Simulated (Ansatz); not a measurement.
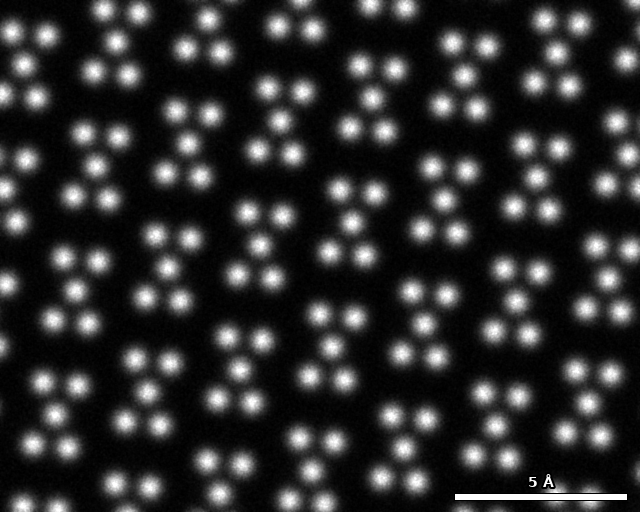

Dark-field STEM-like image of Ta (P4/mmm, No. 123). Simulation: incoherent imaging, intensity Z^1.7 per atom, probe width 0.52 Å, thin sample. The probe carries 15 % of its weight in a tail 2.5 times as wide. Shot noise was added. Structure used: the end point of a relaxation with DFT PBE, scalar-relativistic, plane waves, PAW (Ansatz 0.2.0); the starting structure was generated, so it need not be a known form of this composition.

Space group P4/mmm (No. 123). a = 3.906 Å, b = 3.906 Å, c = 6.947 Å, α = 90.00°, β = 90.00°, γ = 90.00°
```tsv
atom	site	symmetry	x	y	z
Ta	4i	2mm.	0.5000	0.0000	0.3003
Ta	1a	4/mmm	0.0000	0.0000	0.0000
```

Q: Which beam direction gives this image, [001], [101], [211] or [110]? (Directions equivalent by symmetry count as one.)

A: [211]. The projected cells are 3.91 × 3.91 Å, 90° for [001]; 3.40 × 3.91 Å, 90° for [101]; 2.79 × 3.66 Å, 111° for [211]; 2.76 × 6.95 Å, 90° for [110], and the image repeats as the [211] one does.
